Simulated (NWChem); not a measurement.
**C4H8 (1-butene) at 6 levels**

We compute a comparison of 6 runs (HF/6-31G, HF/6-31G*, SVWN5/6-31G*, B3LYP/6-31G*, MP2/6-31G*, MP2/6-31+G*) of C4H8 (1-butene). 

The results are computed with NWChem 7.3.0.

### 1 The structure to begin with

C4H8: 12 atoms, total charge 0, spin state singlet. As SMILES, `C=CCC`. Geometry: relaxed at PBE0-D4/def2-TZVP. This is one conformer, not always the lowest.

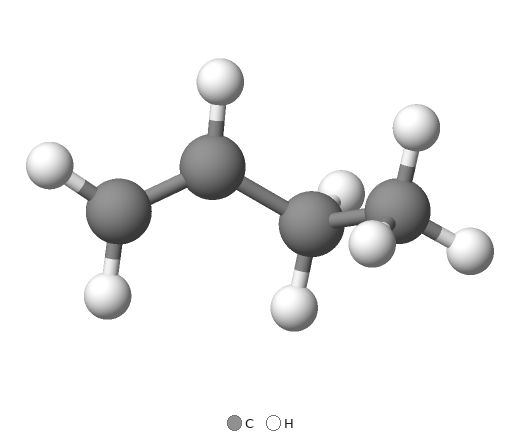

Viewed from a chosen angle; carbon grey, hydrogen white.

### 2 Energy and gradient at HF/6-31G (run 1)

run.py reads:

```python
from ase import Atoms
from ase.calculators.nwchem import NWChem

mol = Atoms(['C', 'C', 'C', 'C', 'H', 'H', 'H', 'H', 'H', 'H', 'H', 'H'], positions=[
    [-0.102800, 1.905000, 0.560800],
    [0.327700, 0.889700, -0.174300],
    [-0.446000, -0.352500, -0.465500],
    [0.258200, -1.608200, 0.036200],
    [-1.092900, 1.899200, 1.007100],
    [0.512900, 2.778300, 0.742300],
    [1.330000, 0.935100, -0.599700],
    [-1.442300, -0.274800, -0.019600],
    [-0.593000, -0.436900, -1.549400],
    [1.253200, -1.704600, -0.406500],
    [0.380200, -1.579000, 1.121300],
    [-0.308300, -2.506700, -0.218800],
])

calc = NWChem(
    label='c4h8',
    theory='scf',
    memory='2200 mb',
    basis='6-31G',
    basispar='spherical bse',
    scf={'nopen': '0', 'rhf': None, 'thresh': '1e-08', 'maxiter': '80', 'print': 'low'},
)
mol.calc = calc

forces = mol.get_forces()
e = mol.get_potential_energy()
print(f"E = {e:.6f} eV")
print("forces (eV/A):")
for s, f in zip(mol.symbols, forces):
    print(f"{s:2s} {f[0]:10.5f} {f[1]:10.5f} {f[2]:10.5f}")
```

Command:

```bash
$ export ASE_NWCHEM_COMMAND="nwchem PREFIX.nwi > PREFIX.nwo"
$ python run.py
```

What it wrote:

```text
E = -4246.224310 eV
forces (eV/A):
C    -0.07682    0.18023    0.11056
C     0.52116    0.44593    0.04052
C    -0.56719   -0.02484   -0.39004
C     0.24626   -0.49088    0.21129
H     0.38819    0.06819   -0.13884
H    -0.27084   -0.30226   -0.03641
H    -0.37739   -0.02350    0.13997
H     0.27485   -0.07045   -0.14311
H    -0.00154    0.00653    0.30298
H    -0.26236    0.00828    0.11421
H    -0.03450   -0.02700   -0.28976
H     0.16018    0.22975    0.07873
```

The calculator wrote c4h8.nwi:

```
title "c4h8"

permanent_dir c4h8

scratch_dir c4h8

start c4h8

geometry units angstrom nocenter noautosym noautoz
  C  -1.0280000000000000e-01 1.9050000000000000e+00 5.6079999999999997e-01
  C  3.2769999999999999e-01 8.8970000000000005e-01 -1.7430000000000001e-01
  C  -4.4600000000000001e-01 -3.5249999999999998e-01 -4.6550000000000002e-01
  C  2.5819999999999999e-01 -1.6082000000000001e+00 3.6200000000000003e-02
  H  -1.0929000000000000e+00 1.8992000000000000e+00 1.0071000000000001e+00
  H  5.1290000000000002e-01 2.7783000000000002e+00 7.4229999999999996e-01
  H  1.3300000000000001e+00 9.3510000000000004e-01 -5.9970000000000001e-01
  H  -1.4422999999999999e+00 -2.7479999999999999e-01 -1.9599999999999999e-02
  H  -5.9299999999999997e-01 -4.3690000000000001e-01 -1.5494000000000001e+00
  H  1.2532000000000001e+00 -1.7045999999999999e+00 -4.0649999999999997e-01
  H  3.8019999999999998e-01 -1.5790000000000000e+00 1.1213000000000000e+00
  H  -3.0830000000000002e-01 -2.5066999999999999e+00 -2.1879999999999999e-01
end

memory 2200 mb

basis spherical bse noprint
   * library 6-31G
end

scf
  nopen 0
  rhf
  thresh 1e-08
  maxiter 80
  print low
end

task scf gradient
```

c4h8.nwo:

```text
Northwest Computational Chemistry Package (NWChem) 7.3.0
             --------------------------------------------------------

           Job information
           ---------------

    nwchem branch   = 7.3.0
    use scalapack   = T
    input           = c4h8.nwi
    prefix          = c4h8.
    data base       = c4h8/c4h8.db
    status          = startup
    nproc           =        1

           Memory information
           ------------------

    heap     =     72089598 doubles =      550.0 Mbytes
    stack    =     72089595 doubles =      550.0 Mbytes
    global   =    144179200 doubles =     1100.0 Mbytes (distinct from heap & stack)
    total    =    288358393 doubles =     2200.0 Mbytes
    verify   = yes
    hardfail = no

[... 36 lines left out ...]
            Nuclear Dipole moment (a.u.)
[... 77 lines left out ...]
       Final RHF  results
       ------------------

         Total SCF energy =   -156.045866479187
      One-electron energy =   -441.718093753161
      Two-electron energy =    168.092117664506
 Nuclear repulsion energy =    117.580109609468

        Time for solution =      3.9s

                              NWChem Gradients Module
                              -----------------------

                         RHF ENERGY GRADIENTS

    atom               coordinates                        gradient
                 x          y          z           x          y          z
   1 C      -0.194264   3.599928   1.059758    0.001494  -0.003505  -0.002150
   2 C       0.619263   1.681289  -0.329379   -0.010135  -0.008672  -0.000788
   3 C      -0.842818  -0.666128  -0.879667    0.011030   0.000483   0.007585
[... 8 lines of this table left out ...]
  12 H      -0.582603  -4.736976  -0.413472   -0.003115  -0.004468  -0.001531

 Task  times  cpu:        4.5s     wall:        4.5s
 Total times  cpu:        4.5s     wall:        4.5s
```

Wall time 5.7 s (1 thread of Intel Xeon Platinum 8488C (Sapphire Rapids), shared host); peak memory 0.097 GiB.

### 3 Energy and forces at HF/6-31G(d) (spherical functions) (run 2)

c4h8.nw reads:

```
start c4h8
title "C4H8"
memory 2200 mb
charge 0
geometry units angstrom noautosym nocenter noautoz
 C       -0.102800       1.905000       0.560800
 C        0.327700       0.889700      -0.174300
 C       -0.446000      -0.352500      -0.465500
 C        0.258200      -1.608200       0.036200
 H       -1.092900       1.899200       1.007100
 H        0.512900       2.778300       0.742300
 H        1.330000       0.935100      -0.599700
 H       -1.442300      -0.274800      -0.019600
 H       -0.593000      -0.436900      -1.549400
 H        1.253200      -1.704600      -0.406500
 H        0.380200      -1.579000       1.121300
 H       -0.308300      -2.506700      -0.218800
end
basis spherical bse
 C library 6-31G*
 H library 6-31G*
end
scf
 thresh 1e-08
 maxiter 80
end
task scf gradient
```

Command:

```bash
$ nwchem c4h8.nw > c4h8.out
```

What it wrote:

```text
[...]
  functions       =    72
[...]
  wavefunction    = RHF
[...]
         Total SCF energy =   -156.104797593025
      One-electron energy =   -441.913724639429
      Two-electron energy =    168.228817436936
 Nuclear repulsion energy =    117.580109609468
        Time for solution =      6.5s
[...]
                         RHF ENERGY GRADIENTS
    atom               coordinates                        gradient
                 x          y          z           x          y          z
   1 C      -0.194264   3.599928   1.059758   -0.000656   0.002140   0.001664
   2 C       0.619263   1.681289  -0.329379   -0.007359  -0.012993  -0.004165
   3 C      -0.842818  -0.666128  -0.879667    0.010724   0.002422   0.006571
   4 C       0.487927  -3.039057   0.068408   -0.003886   0.007277  -0.003313
   5 H      -2.065282   3.588968   1.903143   -0.006357  -0.000877   0.002405
   6 H       0.969240   5.250226   1.402744    0.004017   0.004949   0.000831
   7 H       2.513336   1.767083  -1.133269    0.006487  -0.000141  -0.002676
   8 H      -2.725552  -0.519297  -0.037039   -0.005035   0.001118   0.002418
   9 H      -1.120608  -0.825621  -2.927941   -0.000364  -0.000262  -0.005448
  10 H       2.368205  -3.221227  -0.768174    0.004446  -0.000142  -0.001888
  11 H       0.718474  -2.983877   2.118950    0.000551   0.000413   0.004826
[...]
```

Wall time 8.4 s (1 thread of Intel Xeon Platinum 8488C (Sapphire Rapids), shared host); peak memory 0.097 GiB.

Runs 3 to 4 aren't shown in full; the table further down has their settings and results.

### 4 Energy and forces at MP2/6-31G(d) (spherical functions) (run 5)

geom.xyz reads:

```xyz
12
C4H8 gradient
C     -0.102800     1.905000     0.560800
C      0.327700     0.889700    -0.174300
C     -0.446000    -0.352500    -0.465500
C      0.258200    -1.608200     0.036200
H     -1.092900     1.899200     1.007100
H      0.512900     2.778300     0.742300
H      1.330000     0.935100    -0.599700
H     -1.442300    -0.274800    -0.019600
H     -0.593000    -0.436900    -1.549400
H      1.253200    -1.704600    -0.406500
H      0.380200    -1.579000     1.121300
H     -0.308300    -2.506700    -0.218800
```

run.py reads:

```python
from ase.io import read
from ase.calculators.nwchem import NWChem

molecule = read('geom.xyz')

calc = NWChem(
    label='geom',
    theory='mp2',
    memory='2200 mb',
    basis='6-31G*',
    basispar='spherical bse',
    scf={'nopen': '0', 'rhf': None, 'thresh': '1e-08', 'maxiter': '80'},
    mp2={'freeze': 'core 4', 'tight': None},
)
molecule.calc = calc

forces = molecule.get_forces()
print("Total energy (eV):", round(molecule.get_potential_energy(), 6))
print("forces (eV/A):")
for s, f in zip(molecule.symbols, forces):
    print(f"{s:2s} {f[0]:10.5f} {f[1]:10.5f} {f[2]:10.5f}")
```

Command:

```bash
$ export ASE_NWCHEM_COMMAND="nwchem PREFIX.nwi > PREFIX.nwo"
$ python run.py
```

What it wrote:

```text
Total energy (eV): -4261.722513
forces (eV/A):
C    -0.30581    0.60190    0.46594
C     0.44614   -0.47077   -0.41302
C    -0.15488   -0.05399   -0.16033
C     0.08788   -0.12794    0.07703
H    -0.03080    0.03168    0.02936
H     0.00699    0.05821    0.02833
H     0.05656    0.00005   -0.03312
H    -0.06726   -0.00303    0.03893
H    -0.02880   -0.01430   -0.04129
H     0.03702    0.01090   -0.03358
H    -0.00823    0.01897    0.05307
H    -0.03888   -0.05163   -0.01126
```

The calculator wrote geom.nwi:

```
title "geom"

permanent_dir geom

scratch_dir geom

start geom

geometry units angstrom nocenter noautosym noautoz
  C  -1.0280000000000000e-01 1.9050000000000000e+00 5.6079999999999997e-01
  C  3.2769999999999999e-01 8.8970000000000005e-01 -1.7430000000000001e-01
  C  -4.4600000000000001e-01 -3.5249999999999998e-01 -4.6550000000000002e-01
  C  2.5819999999999999e-01 -1.6082000000000001e+00 3.6200000000000003e-02
  H  -1.0929000000000000e+00 1.8992000000000000e+00 1.0071000000000001e+00
  H  5.1290000000000002e-01 2.7783000000000002e+00 7.4229999999999996e-01
  H  1.3300000000000001e+00 9.3510000000000004e-01 -5.9970000000000001e-01
  H  -1.4422999999999999e+00 -2.7479999999999999e-01 -1.9599999999999999e-02
  H  -5.9299999999999997e-01 -4.3690000000000001e-01 -1.5494000000000001e+00
  H  1.2532000000000001e+00 -1.7045999999999999e+00 -4.0649999999999997e-01
  H  3.8019999999999998e-01 -1.5790000000000000e+00 1.1213000000000000e+00
  H  -3.0830000000000002e-01 -2.5066999999999999e+00 -2.1879999999999999e-01
end

memory 2200 mb

basis spherical bse noprint
   * library 6-31G*
end

scf
  nopen 0
  rhf
  thresh 1e-08
  maxiter 80
end
mp2
  freeze core 4
  tight
end

task mp2 gradient
```

geom.nwo:

```text
Northwest Computational Chemistry Package (NWChem) 7.3.0
             --------------------------------------------------------

           Job information
           ---------------

    nwchem branch   = 7.3.0
    use scalapack   = T
    input           = geom.nwi
    prefix          = geom.
    data base       = geom/geom.db
    status          = startup
    nproc           =        1

           Memory information
           ------------------

    heap     =     72089598 doubles =      550.0 Mbytes
    stack    =     72089595 doubles =      550.0 Mbytes
    global   =    144179200 doubles =     1100.0 Mbytes (distinct from heap & stack)
    total    =    288358393 doubles =     2200.0 Mbytes
    verify   = yes
    hardfail = no

[... 128 lines left out ...]
 1-e energy   =    -438.270407
[... 9 lines left out ...]
 Convergence threshold     :          1.000E-08
[... 15 lines left out ...]
         Total SCF energy =   -156.104797592970
[... 2 lines left out ...]
 Nuclear repulsion energy =    117.580109609468
[... 330 lines left out ...]
 CPHF converged to   3.1D-07 in   11 iters
[... 87 lines left out ...]
  MP2 natural orbitals output to geom/geom.mp2nos
[... 1 line left out ...]
                         mp2 ENERGY GRADIENTS

    atom               coordinates                        gradient
                 x          y          z           x          y          z
   1 C      -0.194264   3.599928   1.059758    0.005947  -0.011705  -0.009061
   2 C       0.619263   1.681289  -0.329379   -0.008676   0.009155   0.008032
   3 C      -0.842818  -0.666128  -0.879667    0.003012   0.001050   0.003118
[... 8 lines of this table left out ...]
  12 H      -0.582603  -4.736976  -0.413472    0.000756   0.001004   0.000219

                 ----------------------------------------
                 |  Time  |  1-e(secs)   |  2-e(secs)   |
                 ----------------------------------------
                 |  CPU   |       0.01   |       1.01   |
                 ----------------------------------------
                 |  WALL  |       0.01   |       1.01   |
                 ----------------------------------------
 -----------------------
 Task  times  cpu:       16.4s     wall:       16.4s
 Total times  cpu:       16.5s     wall:       16.5s
```

Wall time 18 s (1 thread of Intel Xeon Platinum 8488C (Sapphire Rapids), shared host); peak memory 0.19 GiB.

### 5 Energy and forces at MP2/6-31+G(d) (spherical functions) (run 6)

run.py reads:

```python
from ase import Atoms
from ase.calculators.nwchem import NWChem

molecule = Atoms(['C', 'C', 'C', 'C', 'H', 'H', 'H', 'H', 'H', 'H', 'H', 'H'], positions=[
    [-0.102800, 1.905000, 0.560800],
    [0.327700, 0.889700, -0.174300],
    [-0.446000, -0.352500, -0.465500],
    [0.258200, -1.608200, 0.036200],
    [-1.092900, 1.899200, 1.007100],
    [0.512900, 2.778300, 0.742300],
    [1.330000, 0.935100, -0.599700],
    [-1.442300, -0.274800, -0.019600],
    [-0.593000, -0.436900, -1.549400],
    [1.253200, -1.704600, -0.406500],
    [0.380200, -1.579000, 1.121300],
    [-0.308300, -2.506700, -0.218800],
])

calc = NWChem(
    label='geom',
    theory='mp2',
    memory='2200 mb',
    basis='6-31+G*',
    basispar='spherical bse',
    scf={'nopen': '0', 'rhf': None, 'thresh': '1e-08', 'maxiter': '80'},
    mp2={'freeze': 'core 4', 'tight': None},
)
molecule.calc = calc

forces = molecule.get_forces()
print(f"energy = {molecule.get_potential_energy():.6f} eV")
print("forces (eV/A):")
for s, f in zip(molecule.symbols, forces):
    print(f"{s:2s} {f[0]:10.5f} {f[1]:10.5f} {f[2]:10.5f}")
```

Command:

```bash
$ export ASE_NWCHEM_COMMAND="nwchem PREFIX.nwi > PREFIX.nwo"
$ python run.py
```

What it wrote:

```text
energy = -4261.968982 eV
forces (eV/A):
C    -0.37039    0.75920    0.58066
C     0.49370   -0.64807   -0.52785
C    -0.16702   -0.05461   -0.15339
C     0.09770   -0.11246    0.06520
H    -0.06423    0.02803    0.03877
H     0.03111    0.07713    0.02715
H     0.08737    0.00848   -0.04139
H    -0.08855    0.00828    0.05744
H    -0.02196   -0.01373   -0.06932
H     0.06716    0.00386   -0.04865
H    -0.00689    0.01969    0.09071
H    -0.05790   -0.07569   -0.01928
```

The calculator wrote geom.nwi:

```
title "geom"

permanent_dir geom

scratch_dir geom

start geom

geometry units angstrom nocenter noautosym noautoz
  C  -1.0280000000000000e-01 1.9050000000000000e+00 5.6079999999999997e-01
  C  3.2769999999999999e-01 8.8970000000000005e-01 -1.7430000000000001e-01
  C  -4.4600000000000001e-01 -3.5249999999999998e-01 -4.6550000000000002e-01
  C  2.5819999999999999e-01 -1.6082000000000001e+00 3.6200000000000003e-02
  H  -1.0929000000000000e+00 1.8992000000000000e+00 1.0071000000000001e+00
  H  5.1290000000000002e-01 2.7783000000000002e+00 7.4229999999999996e-01
  H  1.3300000000000001e+00 9.3510000000000004e-01 -5.9970000000000001e-01
  H  -1.4422999999999999e+00 -2.7479999999999999e-01 -1.9599999999999999e-02
  H  -5.9299999999999997e-01 -4.3690000000000001e-01 -1.5494000000000001e+00
  H  1.2532000000000001e+00 -1.7045999999999999e+00 -4.0649999999999997e-01
  H  3.8019999999999998e-01 -1.5790000000000000e+00 1.1213000000000000e+00
  H  -3.0830000000000002e-01 -2.5066999999999999e+00 -2.1879999999999999e-01
end

memory 2200 mb

basis spherical bse noprint
   * library 6-31+G*
end

scf
  nopen 0
  rhf
  thresh 1e-08
  maxiter 80
end
mp2
  freeze core 4
  tight
end

task mp2 gradient
```

geom.nwo:

```text
Northwest Computational Chemistry Package (NWChem) 7.3.0
             --------------------------------------------------------

           Job information
           ---------------

    nwchem branch   = 7.3.0
    use scalapack   = T
    input           = geom.nwi
    prefix          = geom.
    data base       = geom/geom.db
    status          = startup
    nproc           =        1

           Memory information
           ------------------

    heap     =     72089598 doubles =      550.0 Mbytes
    stack    =     72089595 doubles =      550.0 Mbytes
    global   =    144179200 doubles =     1100.0 Mbytes (distinct from heap & stack)
    total    =    288358393 doubles =     2200.0 Mbytes
    verify   = yes
    hardfail = no

[... 128 lines left out ...]
 1-e energy   =    -437.732789
[... 9 lines left out ...]
 Convergence threshold     :          1.000E-08
[... 15 lines left out ...]
         Total SCF energy =   -156.109268427859
[... 2 lines left out ...]
 Nuclear repulsion energy =    117.580109609468
[... 430 lines left out ...]
 CPHF converged to   4.0D-07 in   11 iters
[... 103 lines left out ...]
  MP2 natural orbitals output to geom/geom.mp2nos
[... 1 line left out ...]
                         mp2 ENERGY GRADIENTS

    atom               coordinates                        gradient
                 x          y          z           x          y          z
   1 C      -0.194264   3.599928   1.059758    0.007203  -0.014764  -0.011292
   2 C       0.619263   1.681289  -0.329379   -0.009601   0.012603   0.010265
   3 C      -0.842818  -0.666128  -0.879667    0.003248   0.001062   0.002983
[... 8 lines of this table left out ...]
  12 H      -0.582603  -4.736976  -0.413472    0.001126   0.001472   0.000375

                 ----------------------------------------
                 |  Time  |  1-e(secs)   |  2-e(secs)   |
                 ----------------------------------------
                 |  CPU   |       0.01   |       1.93   |
                 ----------------------------------------
                 |  WALL  |       0.01   |       1.93   |
                 ----------------------------------------
 -----------------------
 Task  times  cpu:       31.4s     wall:       31.4s
 Total times  cpu:       31.4s     wall:       31.4s
```

It took 33 s on 1 thread of Intel Xeon Platinum 8488C (Sapphire Rapids), shared host; peak memory 0.27 GiB.

### 6 Overview of the runs

| run | level | iteration cap | module | energy (Eh) | largest force (eV/Å) | wall time |
| --- | --- | --- | --- | --- | --- | --- |
| 1 | HF/6-31G | 80 | scf | -156.045866 | 0.689 | 5.7 s |
| 2 | HF/6-31G* (spherical functions) | 80 | scf | -156.104798 | 0.797 | 8.4 s |
| 3 | SVWN5/6-31G* (spherical functions) | 100 | dft | -155.695889 | 0.621 | 21 s |
| 4 | B3LYP/6-31G* (Cartesian functions) | 100 | dft | -157.220716 | 0.375 | 40 s |
| 5 | MP2/6-31G* (spherical functions) | 80 | mp2 | -156.615415 | 0.820 | 18 s |
| 6 | MP2/6-31+G* (spherical functions) | 80 | mp2 | -156.624472 | 1.025 | 33 s |

### 7 Summary of results

| quantity | value |
| --- | --- |
| run 6: total energy | -156.62447 Eh |
| run 6: dipole moment (of the density that the program reports) | 0.34 D |
| run 6: HOMO energy (Hartree–Fock orbitals) | -9.77 eV |
| run 6: LUMO energy (Hartree–Fock orbitals) | 2.32 eV |
| run 6: HOMO–LUMO gap (Hartree–Fock orbitals) | 12.09 eV |
| run 6: correlation energy (4 core orbitals frozen) | -515.2 mEh |
| run 6: largest force on an atom | 1.025 eV/Å |

**Reading.** Over runs 2, 4, 5, 6 the dipole moment (its size) runs from 0.26 D (MP2/6-31G*) to 0.34 D (B3LYP/6-31G*). Totals of different functionals can't be ranked against each other. All runs together took 2.1 min, the longest 40 s.
